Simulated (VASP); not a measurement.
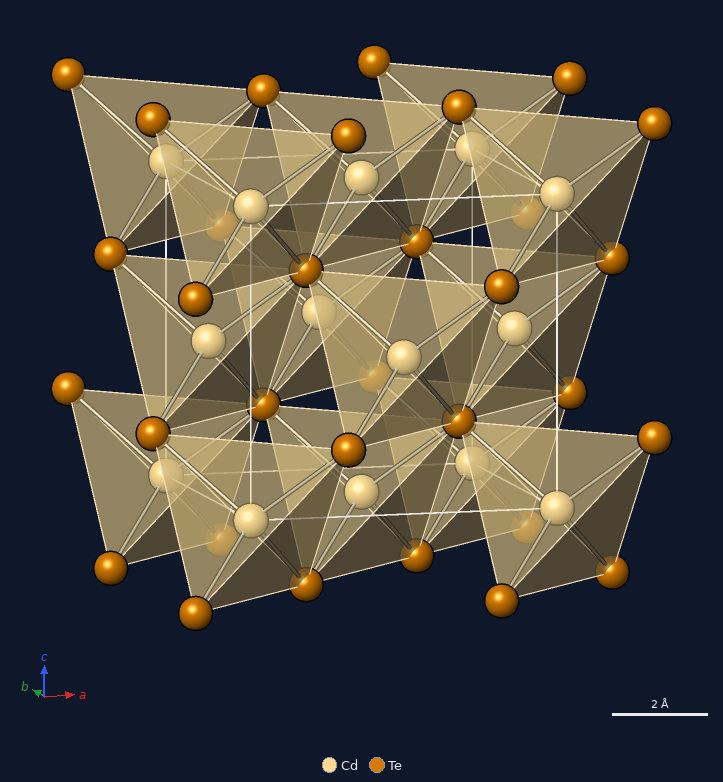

Fig. 1: The input geometry (polyhedral view of the cell 4 times as large as that of the calculation, set on its symmetry axes, seen slightly off an axis; polyhedra are completed across the faces of the cell).

## Geometry relaxation of CdTe

The run: geometry relaxation of CdTe (F-43m, 2 atoms in the cell). Method and program: Kohn-Sham DFT of a periodic cell, PBE, VASP PAW PBE potentials, minimal, no spin polarisation (VASP 6.6.1).

The structure derives from an entry of the Crystallography Open Database.

**OSZICAR**
```
N       E                     dE             d eps       ncg     rms          rms(c)
DAV:   1     0.704606479197E+02    0.70461E+02   -0.63481E+03   208   0.760E+02
DAV:   2    -0.243612553703E+01   -0.72897E+02   -0.70668E+02   253   0.221E+02
DAV:   3    -0.497326112908E+01   -0.25371E+01   -0.25337E+01   238   0.423E+01
DAV:   4    -0.500141113747E+01   -0.28150E-01   -0.28149E-01   302   0.376E+00
DAV:   5    -0.500147080005E+01   -0.59663E-04   -0.59663E-04   233   0.157E-01    0.469E+00
DAV:   6    -0.476025761827E+01    0.24121E+00   -0.47211E-01   228   0.782E+00    0.395E+00
DAV:   7    -0.474139241078E+01    0.18865E-01   -0.11957E-01   233   0.235E+00    0.158E+00
DAV:   8    -0.474217090670E+01   -0.77850E-03   -0.97612E-03   213   0.125E+00    0.456E-01
DAV:   9    -0.474255801260E+01   -0.38711E-03   -0.11191E-03   208   0.350E-01    0.904E-02
DAV:  10    -0.474262641693E+01   -0.68404E-04   -0.11747E-04   238   0.111E-01    0.501E-02
DAV:  11    -0.474267842662E+01   -0.52010E-04   -0.91088E-05   208   0.625E-02    0.311E-02
DAV:  12    -0.474267777132E+01    0.65530E-06   -0.27948E-06   241   0.137E-02    0.180E-02
DAV:  13    -0.474267773919E+01    0.32127E-07   -0.65561E-07   223   0.415E-03
   1 F= -.47426777E+01 E0= -.47426777E+01  d E =-.474268E+01
```

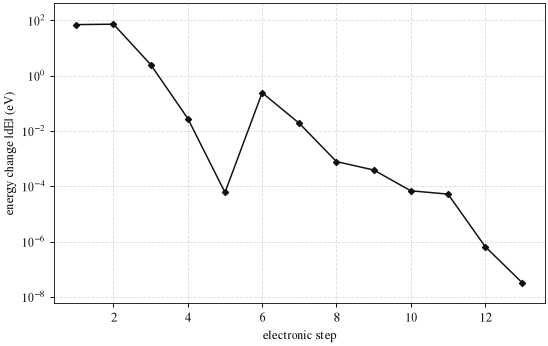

Fig. 2: Convergence of the self-consistent field: energy change |dE| against the electronic step. It takes 13 electronic steps. The density is held fixed in the first few steps, and dE rises again when its update begins.

**Parts of OUTCAR**
```
PREC = Accurate
   ENCUT = 300
   EDIFF = 1E-7
   ISMEAR = 0
   LREAL = False
   LASPH = True
   NELM = 80
   ISIF = 2
   GGA = PE
   IBRION = 2
   NSW = 40
   EDIFFG = -0.01

 ion  position               nearest neighbor table
   1  0.000  0.000  0.000-   2 2.91   2 2.91   2 2.91   2 2.91
   2  0.250  0.250  0.250-   1 2.91   1 2.91   1 2.91   1 2.91

  LATTYP: Found a face centered cubic cell.
 ALAT       =     6.7220098884

  Lattice vectors:

 A1 = (   0.0000000000,   3.3610049442,   3.3610049442)
 A2 = (   3.3610049442,   0.0000000000,   3.3610049442)
 A3 = (   3.3610049442,   3.3610049442,   0.0000000000)

Analysis of symmetry for initial positions (statically):
=====================================================================
 Subroutine PRICEL returns:
 Original cell was already a primitive cell.

 Routine SETGRP: Setting up the symmetry group for a
 face centered cubic supercell.

 Subroutine GETGRP returns: Found 24 space group operations
 (whereof 24 operations were pure point group operations)
 out of a pool of 48 trial point group operations.

The static configuration has the point symmetry T_d .

Analysis of symmetry for dynamics (positions and initial velocities):
=====================================================================
 Subroutine PRICEL returns:
 Original cell was already a primitive cell.

 Routine SETGRP: Setting up the symmetry group for a
 face centered cubic supercell.

 Subroutine GETGRP returns: Found 24 space group operations
 (whereof 24 operations were pure point group operations)
 out of a pool of 48 trial point group operations.

The dynamic configuration has the point symmetry T_d .

 Subroutine INISYM returns: Found 24 space group operations
 (whereof 24 operations are pure point group operations),
 and found     1 'primitive' translations

----------------------------------------------------------------------------------------

                                     Primitive cell

  volume of cell :      75.9342

  direct lattice vectors                    reciprocal lattice vectors
     0.000000000  3.361004944  3.361004944    -0.148765030  0.148765030  0.148765030
     3.361004944  0.000000000  3.361004944     0.148765030 -0.148765030  0.148765030
     3.361004944  3.361004944  0.000000000     0.148765030  0.148765030 -0.148765030

  length of vectors
     4.753178775  4.753178775  4.753178775     0.257668590  0.257668590  0.257668590

  position of ions in fractional coordinates (direct lattice)
     0.000000000  0.000000000  0.000000000
     0.250000000  0.250000000  0.250000000

  ion indices of the primitive-cell ions
   primitive index   ion index
                 1           1
                 2           2

----------------------------------------------------------------------------------------

 KPOINTS: Automatic mesh

Automatic generation of k-mesh.
 Grid dimensions read from file:
 generate k-points for:    4    4    4

 Generating k-lattice:

  Cartesian coordinates                     Fractional coordinates (reciprocal lattice)
    -0.037191257  0.037191257  0.037191257     0.250000000  0.000000000  0.000000000
     0.037191257 -0.037191257  0.037191257     0.000000000  0.250000000  0.000000000
     0.037191257  0.037191257 -0.037191257     0.000000000  0.000000000  0.250000000

  Length of vectors
     0.064417147  0.064417147  0.064417147

  Shift w.r.t. Gamma in fractional coordinates (k-lattice)
     0.000000000  0.000000000  0.000000000

 Subroutine IBZKPT returns following result:
 ===========================================

 Found      8 irreducible k-points:

 Following reciprocal coordinates:
            Coordinates               Weight
  0.000000  0.000000  0.000000      1.000000
  0.250000  0.000000  0.000000      8.000000
  0.500000  0.000000  0.000000      4.000000
  0.250000  0.250000  0.000000      6.000000
  0.500000  0.250000  0.000000     24.000000
 -0.250000  0.250000  0.000000     12.000000
  0.500000  0.500000  0.000000      3.000000
 -0.250000  0.500000  0.250000      6.000000
   k-points           NKPTS =      8   k-points in BZ     NKDIM =      8   number of bands    NBANDS=     13
   number of dos      NEDOS =    301   number of ions     NIONS =      2
   total plane-waves  NPLWV =  21952
   dimension x,y,z NGX =    28 NGY =   28 NGZ =   28
   dimension x,y,z NGXF=    56 NGYF=   56 NGZF=   56
   ions per type =               1   1
   NGX,Y,Z   is equivalent  to a cutoff of   9.79,  9.79,  9.79 a.u.
   NGXF,Y,Z  is equivalent  to a cutoff of  19.59, 19.59, 19.59 a.u.
 SYSTEM =  unknown system
   PREC   = accura    normal or accurate (medium, high low for compatibility)
   ISTART =      0    job   : 0-new  1-cont  2-samecut
   ICHARG =      2    charge: 1-file 2-atom 10-const
   ISPIN  =      1    spin polarized calculation?
   LNONCOLLINEAR =      F non collinear calculations
   LSORBIT =      F    spin-orbit coupling
   LASPH  =      T    aspherical Exc in radial PAW
   ENCUT  =  300.0 eV  22.05 Ry    4.70 a.u.   6.71  6.71  6.71*2*pi/ulx,y,z
   NELM   =     80;   NELMIN=  2; NELMDL= -5     # of ELM steps
   EDIFF  = 0.1E-06   stopping-criterion for ELM
   LREAL  =      F    real-space projection
   EDIFFG = -.1E-01   stopping-criterion for IOM
   NSW    =     40    number of steps for IOM
   IBRION =      2    ionic relax: 0-MD 1-quasi-New 2-CG
   NFREE  =      1    steps in history (QN), initial steepest desc. (CG)
   ISIF   =      2    stress and relaxation
   ISYM   =      2    0-nonsym 1-usesym 2-fastsym
   POTIM  = 0.5000    time-step for ionic-motion
   TEBEG  =    0.0;   TEEND  =   0.0 temperature during run
   PSTRESS=    0.0 pullay stress
   NELECT =      18.0000    total number of electrons
   NUPDOWN=      -1.0000    fix difference up-down
   EMIN   =  10.00;   EMAX   =-10.00  energy-range for DOS
   EFERMI =   0.00;   METHOD = LEGACY
   ISMEAR =     0;   SIGMA  =   0.03  broadening in eV -4-tet -1-fermi 0-gaus
   EFERMI_NEDOS =   21; number of points for ismear=-14 and -15
   IALGO  =     38    algorithm
   IMIX   =      4    mixing-type and parameters
     AMIX     =   0.40;   BMIX     =  1.00
     AMIX_MAG =   1.60;   BMIX_MAG =  1.00
  volume/ion in A,a.u.               =      37.97       256.21
  Fermi-wavevector in a.u.,A,eV,Ry     =   1.013180  1.914632 13.966833  1.026533
  Thomas-Fermi vector in A             =   2.146333
   LORBIT       =      0    0 simple, 1 ext, 2 COOP (PROOUT), +10 PAW based schemes
   GGA     = PE    functional components
   LHFCALC =     F    Hartree Fock is set to
   AEXX    =    0.0000 exact exchange contribution
   IVDW    =     0    specifies the selected vdW correction
   LEPSILON=     F    determine dielectric tensor
   LRPA    =     F    only Hartree local field effects (RPA)
 conjugate gradient relaxation of ions
 non-spin polarized calculation
 Gauss-broadening in eV      SIGMA  =   0.03
  energy-cutoff  :      300.00
  volume of cell :       75.93
 maximum number of plane-waves:       934
 NGX is ok and might be reduce to    28
   NGX = 13   NGY = 13   NGZ = 13

 number of electron      18.0000000 magnetization

 Free energy of the ion-electron system (eV)
  ---------------------------------------------------
  ext. energy  EPLUGINS =         0.00000000
  ---------------------------------------------------
  free energy    TOTEN  =        -4.74267774 eV

  energy without entropy =       -4.74267774  energy(sigma->0) =       -4.74267774

 E-fermi :   1.6228     XC(G=0):  -8.0961     alpha+bet : -6.6578

 val. band max:        1.4464206337   @ k =   0.0000   0.0000   0.0000
 cond. band min:       1.8725959052   @ k =   0.0000   0.0000   0.0000
 fundamental gap:      0.4261752715
 Fermi energy:         1.6228145464

 k-point     1 :       0.0000    0.0000    0.0000
  band No.  band energies     occupation
      1      -9.1585      2.00000
      2      -6.5371      2.00000
      3      -6.5371      2.00000
      4      -6.5371      2.00000
      5      -6.3502      2.00000
      6      -6.3502      2.00000
      7       1.4464      2.00000
      8       1.4464      2.00000
      9       1.4464      2.00000
     10       1.8726      0.00000
     11       6.0807      0.00000
     12       6.0807      0.00000
     13       6.0807      0.00000

 k-point     2 :       0.2500    0.0000    0.0000
  band No.  band energies     occupation
      1      -9.0055      2.00000
      2      -6.5116      2.00000
      3      -6.5116      2.00000
      4      -6.3714      2.00000
      5      -6.3501      2.00000
      6      -6.3501      2.00000
      7      -1.0205      2.00000
      8       1.1016      2.00000
      9       1.1016      2.00000
     10       3.2183      0.00000
     11       6.5677      0.00000
     12       6.5677      0.00000
     13       6.6006      0.00000

 k-point     3 :       0.5000    0.0000    0.0000
  band No.  band energies     occupation
      1      -8.8557      2.00000
      2      -6.4917      2.00000
      3      -6.4917      2.00000
      4      -6.3437      2.00000
      5      -6.3436      2.00000
      6      -6.0761      2.00000
      7      -2.4146      2.00000
      8       0.8165      2.00000
      9       0.8165      2.00000
     10       3.1288      0.00000
     11       6.6391      0.00000
     12       6.6391      0.00000
     13       8.3549      0.00000

 k-point     4 :       0.2500    0.2500    0.0000
  band No.  band energies     occupation
      1      -8.9560      2.00000
      2      -6.4822      2.00000
      3      -6.4822      2.00000
      4      -6.4050      2.00000
      5      -6.3390      2.00000
      6      -6.3145      2.00000
      7      -1.0348      2.00000
      8       0.5676      2.00000
      9       0.5676      2.00000
     10       4.1297      0.00000
     11       4.8620      0.00000
     12       7.6996      0.00000
     13       7.6996      0.00000

 k-point     5 :       0.5000    0.2500    0.0000
  band No.  band energies     occupation
      1      -8.8101      2.00000
      2      -6.4667      2.00000
      3      -6.4554      2.00000
      4      -6.3761      2.00000
      5      -6.3383      2.00000
      6      -6.0297      2.00000
      7      -2.1712      2.00000
      8      -0.2747      2.00000
      9       0.3237      2.00000
     10       4.3131      0.00000
     11       5.8203      0.00000
     12       7.5217      0.00000
     13       8.0050      0.00000

 k-point     6 :      -0.2500    0.2500    0.0000
  band No.  band energies     occupation
      1      -8.8576      2.00000
      2      -6.4805      2.00000
      3      -6.4779      2.00000
      4      -6.3550      2.00000
      5      -6.3532      2.00000
      6      -6.1209      2.00000
      7      -1.8768      2.00000
      8      -0.3212      2.00000
      9       0.7924      2.00000
     10       4.3216      0.00000
     11       6.6110      0.00000
     12       6.9152      0.00000
     13       7.1920      0.00000

 k-point     7 :       0.5000    0.5000    0.0000
  band No.  band energies     occupation
      1      -8.7634      2.00000
      2      -6.4220      2.00000
      3      -6.4220      2.00000
      4      -6.4154      2.00000
      5      -6.3278      2.00000
      6      -5.9697      2.00000
      7      -2.3802      2.00000
      8      -0.0807      2.00000
      9      -0.0807      2.00000
     10       4.0811      0.00000
     11       4.2583      0.00000
     12       9.7300      0.00000
     13      10.0061      0.00000

 k-point     8 :      -0.2500    0.5000    0.2500
  band No.  band energies     occupation
      1      -8.7645      2.00000
      2      -6.4513      2.00000
      3      -6.4424      2.00000
      4      -6.3704      2.00000
      5      -6.3478      2.00000
      6      -5.9166      2.00000
      7      -2.2674      2.00000
      8      -0.4799      2.00000
      9      -0.3349      2.00000
     10       5.2942      0.00000
     11       6.1381      0.00000
     12       6.8434      0.00000
     13       7.7696      0.00000

------------------------ aborting loop because EDIFF is reached ----------------------------------------

  FORCE on cell =-STRESS in cart. coord.  units (eV):
  Direction    XX          YY          ZZ          XY          YZ          ZX
  --------------------------------------------------------------------------------------
  -------------------------------------------------------------------------------------
  Total       -0.5884140     -0.5884140     -0.5884140      0.0000000      0.0000000      0.0000000
  in kB      -12.4152681    -12.4152681    -12.4152681      0.0000000      0.0000000      0.0000000
  external PRESSURE =     -12.4152681 kB  Pullay stress =       0.0000000 kB

 VOLUME and BASIS-vectors are now :
 -----------------------------------------------------------------------------
  energy-cutoff  :      300.00
  volume of cell :       75.93
      direct lattice vectors                 reciprocal lattice vectors
     0.000000000  3.361004944  3.361004944    -0.148765030  0.148765030  0.148765030
     3.361004944  0.000000000  3.361004944     0.148765030 -0.148765030  0.148765030
     3.361004944  3.361004944  0.000000000     0.148765030  0.148765030 -0.148765030

 POSITION                                       TOTAL-FORCE (eV/Angst)
 -----------------------------------------------------------------------------------
      0.00000      0.00000      0.00000        -0.000000      0.000000     -0.000000
      1.68050      1.68050      1.68050         0.000000     -0.000000      0.000000
 -----------------------------------------------------------------------------------
    total drift:                               -0.000003     -0.000003     -0.000003

  FREE ENERGIE OF THE ION-ELECTRON SYSTEM (eV)
  ---------------------------------------------------
  free  energy   TOTEN  =        -4.7426777392 eV

  energy  without entropy=       -4.7426777392  energy(sigma->0) =       -4.74267774

 reached required accuracy - stopping structural energy minimisation
```

**CONTCAR**
```
CdTe
   1.00000000000000
     0.0000000000000000    3.3610049441999998    3.3610049441999998
     3.3610049441999998    0.0000000000000000    3.3610049441999998
     3.3610049441999998    3.3610049441999998    0.0000000000000000
  Cd              Te
     1     1
Direct
     0.0000000000000000    0.0000000000000000    0.0000000000000000
     0.2500000000000000    0.2500000000000000    0.2500000000000000

  0.00000000E+00  0.00000000E+00  0.00000000E+00
  0.00000000E+00  0.00000000E+00  0.00000000E+00
```

This output came from the following input.

**INCAR**
```
PREC = Accurate
ENCUT = 300
EDIFF = 1E-7
ISMEAR = 0
SIGMA = 0.03
LREAL = False
LASPH = True
NELM = 80
ALGO = Normal
ISIF = 2
LWAVE = False
LCHARG = False
GGA = PE
IBRION = 2
NSW = 40
EDIFFG = -0.01
```

**KPOINTS**
```
Automatic mesh
0
Gamma
  4 4 4
```

**POSCAR**
```
CdTe                                    
1.0
   -0.0000000000      3.3610049442      3.3610049442
    3.3610049442      0.0000000000      3.3610049442
    3.3610049442      3.3610049442     -0.0000000000
  Cd              Te            
     1     1
Direct
     0.0000000000000000    0.0000000000000000    0.0000000000000000
     0.2500000000000000    0.2500000000000000    0.2500000000000000
```

Command:
```bash
cat potpaw_PBE.64/Cd/POTCAR potpaw_PBE.64/Te/POTCAR > POTCAR
mpirun -np 1 vasp_std > vasp.out
```

**Summary**

| quantity | value |
| --- | --- |
| outcome | converged |
| space group (tolerance 0.01 Å) | F-43m (216) |
| electrons treated | 18 |
| free energy | −4.7427 eV |
| Fermi energy | 1.623 eV |
| gap on the k-point mesh | 0.43 eV |
| pressure | −1.24 GPa |
| final volume | 75.93 Å³ |
| largest force (length of the vector) | under 0.001 eV/Å |
| hardware | 1 thread of Intel Xeon (Sapphire Rapids), 192 GiB of memory available, shared host |
| wall time | 5.2 s |
| peak memory | 0.14 GiB |
